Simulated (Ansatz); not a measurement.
## Band-structure calculation of Al3GaAs4 (part 1 of 2)

Al3GaAs4 (I-42m, 8 atoms in the cell), computed with DFT, PBE with spin-orbit coupling, plane waves, PAW (Ansatz 0.2.0).

The structure was built on a prototype by a generator; it need not be a known phase. The geometry comes from this level: r2SCAN. Figures and captions count atoms from 1; the log counts them from 0 in places.

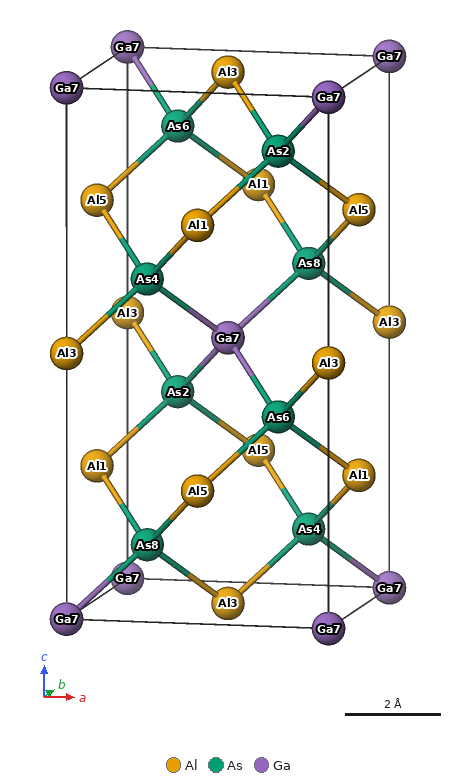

Figure 1. The input geometry (ball-and-stick view of the cell 2 times as large as that of the calculation, set on its symmetry axes, seen slightly off an axis; atoms are numbered from 1 in the order of the input). An atom can appear more than once, as a periodic image.

The input:
```yaml
crystal:
  lattice:
    - [-2.8380025367, 2.8380025367, 5.6760419462]
    - [2.8380025367, -2.8380025367, 5.6760419462]
    - [2.8380025367, 2.8380025367, -5.6760419462]
  atoms:
    - { symbol: Al, position: [0.75, 0.25, 0.5] }
    - { symbol: As, position: [0.1249423858, 0.6246537848, 0.0] }
    - { symbol: Al, position: [0.5, 0.5, 0.0] }
    - { symbol: As, position: [0.8750576142, 0.8750576142, 0.499711399] }
    - { symbol: Al, position: [0.25, 0.75, 0.5] }
    - { symbol: As, position: [0.6246537848, 0.1249423858, 0.0] }
    - { symbol: Ga, position: [0.0, 0.0, 0.0] }
    - { symbol: As, position: [0.3753462152, 0.3753462152, 0.500288601] }
kpoints:
  mp_grid: { grid: [6, 6, 6] }
  band_path:
    path:
      - [0.0, 0.0, 0.0]
      - [0.0, 0.0, 0.5]
      - [0.25, 0.25, 0.25]
      - [0.0, 0.5, 0.0]
      - [0.5, 0.5, -0.5]
      - [0.312499188, 0.687500812, -0.312499188]
      - [-0.312499188, 0.312499188, 0.312499188]
      - [-0.124998376, 0.124998376, 0.5]
      - [0.5, 0.5, -0.124998376]
      - [-0.044271, -0.044271, 0.044271]
    npoints: 1
hamiltonian:
  xc: pbe
scf:
  occupations: { method: fixed }
  n_extra_bands: 12
magnetization:
  noncollinear: true
  spin_orbit: true
output:
  forces: true
  stress: true
  eigenvalues: true
  write_density: true
  write_potential: true
  elf: true
  volumetric_format: npy
```

Launched with:
```bash
ansatz run input.yaml --threads 4 --pin off --max-ram 6451MiB --backend cpu --events-out ev --progress --plain --runs-dir out
```

Output:
```
scf.n_extra_bands = 12 over 82 filled bands (N_el = 82.0): the run solves 94 bands
Engine: ansatz 0.2.0, aarch64-unknown-linux-gnu
Pseudopotentials: kind: paw_fr
Pseudopotential: Al, paw_fr, valence charge 3, recommended cutoff 420 eV (normal), Al.paw.azcp#standard-fr
Pseudopotential: As, paw_fr, valence charge 15, recommended cutoff 420 eV (normal), As.paw.azcp#standard-fr
Pseudopotential: Ga, paw_fr, valence charge 13, recommended cutoff 420 eV (normal), Ga.paw.azcp#standard-fr
Functional definition: PBE
  parameter kappa = 0.804
  parameter beta = 0.06672455060314922
  exchange = pbe_x(kappa = kappa, mu = beta*pi^2/3)
  correlation = pbe_c(beta = beta)
non-collinear run that drives no moment, with spin-orbit: no starting moment large enough to seed its density (crystal.atoms[].spin), no starting occupations that ask for one, no magnetisation constraint and no magnetic field, so the semilocal B_xc is pinned to zero
Crystal: 8 atoms, lattice volume = 182.865 Å³
Basis set: ecut = 420 eV, 3571 PW (Γ), exchange–correlation on 96×96×96 points (8 copies of the dense FFT grid, shifted against one another)
Bands: 94, of which v1, the nominal top of the filled ones, is band 82 counted from 1 (81 counted from 0)
Symmetry: 8 space group operations + 8 with time reversal
Magnetic group: BNS 121.328 (UNI 988), of the structure as read, at distance tolerance 5.7e-5 Å
k-points: 30 of 216 (time reversal used)
Projection manifold: j_resolved (fully-relativistic pseudo-atomic orbitals)
Non-local potential: Al, projectors of the file, l = 0: 2, l = 1: 4, l = 2: 2
Non-local potential: As, projectors of the file, l = 0: 2, l = 1: 4, l = 2: 6, l = 3: 2
Non-local potential: Ga, projectors of the file, l = 0: 2, l = 1: 4, l = 2: 6, l = 3: 2
PAW form: soft (Blöchl's): semilocal exchange-correlation on the pseudo side does not see the compensation charge
PAW one-centre angular grid: Al, 110 points (default); XC on 64 Gauss nodes
PAW one-centre angular grid: As, 590 points (default); XC on 64 Gauss nodes
PAW one-centre angular grid: Ga, 590 points (default); XC on 64 Gauss nodes
Initial density: superposition of atomic densities (chi_scale 0.1, normalization cell, long waves kept (reshape's long-wave potential 0.01 eV rms))
Initial wavefunctions: pseudopotential atomic-orbital guess
Functional: x = pbe(κ = 0.804, μ = 0.2195149727645171), c = pbe(β = 0.06672455060314922)
SCF iter   1: F=—  HF=-24824.668406 eV  |F-HF|=—  |Δ(HF+E_count)|=         —  Δρ=3.80e-2  dr2=2.37e0  dr2_m=0.00e0 (ungated)  ethr=3.10e-3  |M|=0.00e0 ∫|m|=0.00e0 μB  |m|>n=0.0e0 m-floor=0.0e0 τ_xc=0.0e0  β_m=0.30  ⟨swp⟩=5.0  Hψ=12178  notcnv=0  defer=212
preconditioner: auto → Resta (q_TF=auto, 2.387 Å⁻¹)  ε∞=3.8  [insulator: Δε(μ)=1.507 eV  Ē_g=10.705 eV  n_scr=36 (ndim 8)  ℏωp=17.8 eV  f_vac=0.000  ε∞_Penn≈3.8]
spin=Noncollinear: Resta preconditioning applied to the charge; magnetization (m_x, m_y, m_z) channels mix plain (no charge-response kernel on spin).
SCF iter   2: F=—  HF=-24824.470578 eV  |F-HF|=—  |Δ(HF+E_count)|=   1.98e-1  Δρ=2.80e-2  dr2=1.32e0  dr2_m=0.00e0 (ungated)  ethr=2.89e-3  |M|=0.00e0 ∫|m|=0.00e0 μB  |m|>n=0.0e0 m-floor=0.0e0 τ_xc=0.0e0  β_m=0.65  ⟨swp⟩=1.0  Hψ=3300  notcnv=0  defer=169
SCF iter   3: F=—  HF=-24824.249041 eV  |F-HF|=—  |Δ(HF+E_count)|=   2.22e-1  Δρ=3.89e-3  dr2=3.02e-2  dr2_m=0.00e0 (ungated)  ethr=1.61e-3  |M|=0.00e0 ∫|m|=0.00e0 μB  |m|>n=0.0e0 m-floor=0.0e0 τ_xc=0.0e0  β_m=0.57  ⟨swp⟩=2.1  Hψ=3463  notcnv=0  defer=231
SCF iter   4: F=—  HF=-24824.235115 eV  |F-HF|=—  |Δ(HF+E_count)|=   1.39e-2  Δρ=2.20e-3  dr2=7.23e-3  dr2_m=0.00e0 (ungated)  ethr=3.68e-5  |M|=0.00e0 ∫|m|=0.00e0 μB  |m|>n=0.0e0 m-floor=0.0e0 τ_xc=0.0e0  β_m=0.76  ⟨swp⟩=3.0  Hψ=5330  notcnv=0  defer=238
SCF iter   5: F=—  HF=-24824.241977 eV  |F-HF|=—  |Δ(HF+E_count)|=   6.86e-3  Δρ=5.41e-4  dr2=7.67e-4  dr2_m=0.00e0 (ungated)  ethr=8.82e-6  |M|=0.00e0 ∫|m|=0.00e0 μB  |m|>n=0.0e0 m-floor=0.0e0 τ_xc=0.0e0  β_m=0.72  ⟨swp⟩=2.9  Hψ=4114  notcnv=0  defer=238
SCF iter   6: F=—  HF=-24824.242608 eV  |F-HF|=—  |Δ(HF+E_count)|=   6.31e-4  Δρ=2.37e-4  dr2=1.32e-4  dr2_m=0.00e0 (ungated)  ethr=9.36e-7  |M|=0.00e0 ∫|m|=0.00e0 μB  |m|>n=0.0e0 m-floor=0.0e0 τ_xc=0.0e0  β_m=0.75  ⟨swp⟩=2.0  Hψ=5238  notcnv=0  defer=240
SCF iter   7: F=—  HF=-24824.242779 eV  |F-HF|=—  |Δ(HF+E_count)|=   1.70e-4  Δρ=8.84e-5  dr2=1.43e-5  dr2_m=0.00e0 (ungated)  ethr=1.61e-7  |M|=0.00e0 ∫|m|=0.00e0 μB  |m|>n=0.0e0 m-floor=0.0e0 τ_xc=0.0e0  β_m=0.87  ⟨swp⟩=2.2  Hψ=4188  notcnv=0  defer=222
SCF iter   8: F=—  HF=-24824.242807 eV  |F-HF|=—  |Δ(HF+E_count)|=   2.84e-5  Δρ=9.84e-6  dr2=1.88e-7  dr2_m=0.00e0 (ungated)  ethr=1.74e-8  |M|=0.00e0 ∫|m|=0.00e0 μB  |m|>n=0.0e0 m-floor=0.0e0 τ_xc=0.0e0  β_m=0.91  ⟨swp⟩=2.0  Hψ=3780  notcnv=0  defer=166
SCF iter   9: F=-24824.242808 eV  HF=-24824.242808 eV  |F-HF|=3.12e-8  |Δ(HF+E_count)|=   5.01e-7  Δρ=2.59e-6  dr2=1.63e-8  dr2_m=0.00e0 (ungated)  ethr=1.22e-10  |M|=0.00e0 ∫|m|=0.00e0 μB  |m|>n=0.0e0 m-floor=0.0e0 τ_xc=0.0e0  ⟨swp⟩=15.8  Hψ=19194  notcnv=0
SCF 1 converged in 9 iterations: F = -24824.242808 eV  dr2 = 1.63e-8
  greatest PAW one-centre occupation: 0.999 electrons in one spin orbital (limit 2), on the As atom at site 1 (counted from 0), in its partial waves of l = 2
NSCF: frozen V_eff on 10 k-points
SCF converged after 9 iterations
Magnetization: |M| = 0.0000 μB,  M = (+0.0000, +0.0000, +0.0000) μB
Absolute magnetization: 0.0000 μB (∫|m|)
  site 0: m = (+0.0000, +0.0000, +0.0000) μB, |m| = 0.0000 μB  (R = 1.01 Å)
  site 1: m = (+0.0000, +0.0000, +0.0000) μB, |m| = 0.0000 μB  (R = 1.01 Å)
  site 2: m = (+0.0000, +0.0000, +0.0000) μB, |m| = 0.0000 μB  (R = 1.01 Å)
  site 3: m = (+0.0000, +0.0000, +0.0000) μB, |m| = 0.0000 μB  (R = 1.01 Å)
  site 4: m = (+0.0000, +0.0000, +0.0000) μB, |m| = 0.0000 μB  (R = 1.01 Å)
  site 5: m = (+0.0000, +0.0000, +0.0000) μB, |m| = 0.0000 μB  (R = 1.01 Å)
  site 6: m = (+0.0000, +0.0000, +0.0000) μB, |m| = 0.0000 μB  (R = 1.01 Å)
  site 7: m = (+0.0000, +0.0000, +0.0000) μB, |m| = 0.0000 μB  (R = 1.01 Å)
Free energy (F): -24824.242808 eV
Harris-Foulkes:  -24824.242808 eV  (|F-HF|=3.12e-8)
Internal energy: -24824.242808 eV  (E = F + TS)
E sigma→0 (E₀):  -24824.242808 eV
Fermi energy:    6.807848 eV
--- Per-component energies (eV) ---
  E_band       = -1129.059125
  E_kinetic    = 598.965783
  E_local      = -10713.458197  (includes V_loc(G=0)·N_el)
  E_nonlocal   = -2223.991040
  E_hartree    = 5585.178051
  E_xc         = -505.276599
  E_vxc        = -462.151911  (∫ρ·V_xc dr)
  E_paw        = -10735.758331  (= ΣΔE_a)
  E_vpaw       = 501.219190  (= ΣTr[D̂ρ^β])
  E_aug_tail   = -0.000111  (compensation charges beyond the density's cutoff)
  E_ewald      = -6829.902364
  E_smearing   = -0.000000  (= −TS)
  E_closure    = 0.000000  (closes the sum)
  Σ components = -24824.242808   (vs F -24824.242808, Δ=0.00e0)
--- Forces (eV/Å), atoms counted from 1 ---
  atom   1  Al    -0.00000000     0.00000000    -0.00000000
  atom   2  As    -0.02930256     0.02930256    -0.02731134
  atom   3  Al     0.00000000     0.00000000     0.00000000
  atom   4  As    -0.02930256    -0.02930256     0.02731134
  atom   5  Al     0.00000000     0.00000000    -0.00000000
  atom   6  As     0.02930256    -0.02930256    -0.02731134
  atom   7  Ga     0.00000000     0.00000000     0.00000000
  atom   8  As     0.02930256     0.02930256     0.02731134
  max |Σ_I F_I| component: 3.47e-18 eV/Å
--- Stress (GPa, compression-positive) ---
        2.096441       0.000000       0.000000
       -0.000000       2.096441      -0.000000
        0.000000      -0.000000       2.095839
  P = ⅓ Tr σ = 2.0962 GPa (20.962 kbar)
--- Band table (eV; the first three rows and the last of 30) ---
  k-point 0: bands = ["-28.2758", "-28.2758", "-28.2758", "-28.2758", "-28.2756", "-28.2756", "-28.2754", "-28.2754", "-28.2580", "-28.2580", "-28.2579", "-28.2579", "-28.2578", "-28.2578", "-28.2575", "-28.2575", "-27.5522", "-27.5522", "-27.5520", "-27.5520", "-27.5515", "-27.5515", "-27.5513", "-27.5513", "-27.5407", "-27.5407", "-27.5407", "-27.5407", "-27.5404", "-27.5404", "-27.5404", "-27.5404", "-27.5278", "-27.5278", "-27.5276", "-27.5276", "-27.5272", "-27.5272", "-27.5268", "-27.5268", "-8.0100", "-8.0100", "-8.0097", "-8.0097", "-7.5844", "-7.5844", "-7.5345", "-7.5345", "-7.5345", "-7.5345", "-5.3150", "-5.3150", "-3.2437", "-3.2437", "-3.2083", "-3.2083", "-3.2068", "-3.2068", "0.6220", "0.6220", "1.3615", "1.3615", "1.5431", "1.5431", "3.4093", "3.4093", "3.5574", "3.5574", "3.8058", "3.8058", "3.8115", "3.8115", "4.3853", "4.3853", "4.5004", "4.5004", "6.4995", "6.4995", "6.8020", "6.8020", "6.8078", "6.8078", "8.1908", "8.1908", "8.2403", "8.2403", "8.9037", "8.9037", "10.8061", "10.8061", "10.8757", "10.8757", "10.8812", "10.8812"]
  k-point 1: bands = ["-28.2758", "-28.2758", "-28.2757", "-28.2757", "-28.2757", "-28.2756", "-28.2754", "-28.2753", "-28.2580", "-28.2580", "-28.2579", "-28.2579", "-28.2578", "-28.2577", "-28.2576", "-28.2575", "-27.5522", "-27.5521", "-27.5520", "-27.5518", "-27.5516", "-27.5515", "-27.5514", "-27.5513", "-27.5408", "-27.5407", "-27.5407", "-27.5406", "-27.5405", "-27.5405", "-27.5403", "-27.5403", "-27.5278", "-27.5277", "-27.5276", "-27.5275", "-27.5273", "-27.5272", "-27.5270", "-27.5268", "-8.0105", "-8.0105", "-8.0100", "-8.0099", "-7.5856", "-7.5850", "-7.5348", "-7.5347", "-7.5346", "-7.5342", "-5.1291", "-5.1290", "-3.4068", "-3.4065", "-3.3724", "-3.3722", "-3.2398", "-3.2388", "0.7252", "0.7308", "1.4157", "1.4238", "1.5025", "1.5277", "3.3833", "3.4220", "3.4814", "3.5386", "3.6128", "3.6735", "4.5804", "4.5884", "4.6160", "4.6175", "4.6248", "4.6492", "5.0993", "5.1273", "6.1258", "6.1782", "6.6484", "6.6547", "8.5949", "8.6055", "9.3510", "9.3735", "10.1009", "10.1435", "10.5744", "10.6280", "10.6860", "10.7426", "10.8994", "10.9075"]
  k-point 2: bands = ["-28.2758", "-28.2758", "-28.2758", "-28.2758", "-28.2756", "-28.2756", "-28.2754", "-28.2754", "-28.2580", "-28.2580", "-28.2579", "-28.2579", "-28.2577", "-28.2577", "-28.2576", "-28.2575", "-27.5521", "-27.5521", "-27.5518", "-27.5518", "-27.5516", "-27.5516", "-27.5515", "-27.5514", "-27.5409", "-27.5409", "-27.5408", "-27.5407", "-27.5404", "-27.5403", "-27.5401", "-27.5401", "-27.5278", "-27.5277", "-27.5275", "-27.5274", "-27.5273", "-27.5272", "-27.5271", "-27.5270", "-8.0113", "-8.0113", "-8.0106", "-8.0104", "-7.5876", "-7.5864", "-7.5352", "-7.5349", "-7.5347", "-7.5342", "-4.6164", "-4.6158", "-3.7356", "-3.7353", "-3.6534", "-3.6533", "-3.3861", "-3.3854", "0.7372", "0.7383", "1.2221", "1.2336", "1.4458", "1.4981", "3.0757", "3.1669", "3.2336", "3.2705", "4.5888", "4.6166", "4.6470", "4.6921", "4.9158", "4.9821", "5.0947", "5.0965", "5.4671", "5.4849", "5.5161", "5.5170", "6.3296", "6.3329", "9.0600", "9.0666", "9.5233", "9.5279", "9.8534", "9.8612", "10.1667", "10.1989", "10.9158", "10.9172", "11.0005", "11.0200"]
```
